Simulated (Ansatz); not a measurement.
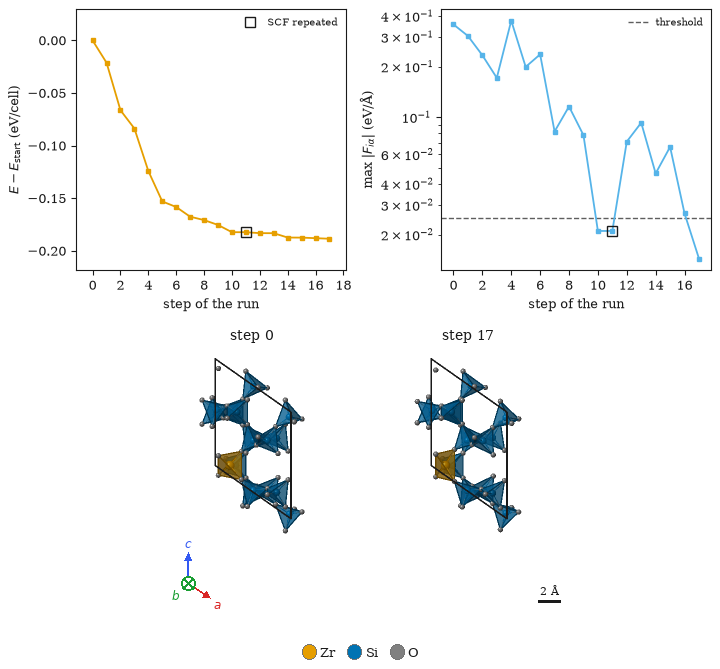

First and last geometry of a relaxation of a defect cell of composition ZrSi$_{15}$O$_{32}$ (cell charge −1), with the history of the run. A polyhedral model of the cell of the calculation, seen along the b axis.

Case: Zr on a Si site (a), charge -1, atoms relaxed at the host's cell.

The calculation used DFT PBE, scalar-relativistic, plane waves, PAW (Ansatz). (plane-wave cutoff 420 eV; k-point mesh 2 × 2 × 2; occupations gaussian; smearing width 0.01 eV; mesh shifted by (0.5, 0.5, 0.5); collinear spin; atoms relaxed in a fixed cell; force threshold 0.025 eV/Å; at most 45 steps)

What do the curves and the structures tell?

Answer. It converged. The largest moves, 0.36 Å, are those of O atoms. Largest moves by element: O 0.36 Å, Si 0.24 Å, Zr 0.03 Å. The lattice vectors keep their values. Some distances before and after: O–Zr 1.947 → 2.017 Å, O–Si 1.621 → 1.603 Å, O–Si 1.642 → 1.657 Å, O–Si 1.625 → 1.639 Å. Bond angles that change, for instance: O–Zr–O 111.7° → 130.8°, O–Zr–O 112.5° → 125.2°, Si–O–Si 156.0° → 146.5°. Over 16 accepted moves (17 points after the start) the energy falls by 0.188 eV per cell of the calculation. Largest force component: 0.36 eV/Å at the start, 0.014 eV/Å at the end. 1 step only repeated the SCF at the same geometry. The forces were under the threshold at step 10, but the run went on from there.

| step | E − E(0), meV/atom | largest force component, eV/Å | note |
| --- | --- | --- | --- |
| 0 | 0.00 | 0.3564 |  |
| 1 | -0.44 | 0.3043 |  |
| 2 | -1.38 | 0.2336 |  |
| 3 | -1.74 | 0.1714 |  |
| 4 | -2.59 | 0.3754 |  |
| 5 | -3.19 | 0.1992 |  |
| 6 | -3.30 | 0.2365 |  |
| 7 | -3.49 | 0.0822 |  |
| 8 | -3.56 | 0.1157 |  |
| 9 | -3.65 | 0.0782 |  |
| 10 | -3.80 | 0.0210 |  |
| 11 | -3.80 | 0.0210 | same geometry, SCF repeated |
| 12 | -3.81 | 0.0715 |  |
| 13 | -3.82 | 0.0927 |  |
| 14 | -3.90 | 0.0463 |  |
| 15 | -3.90 | 0.0665 |  |
| 16 | -3.91 | 0.0267 |  |
| 17 | -3.93 | 0.0144 |  |

Limits of the set-up: the cell is charged, on a uniform background, and energies carry no finite-size correction.
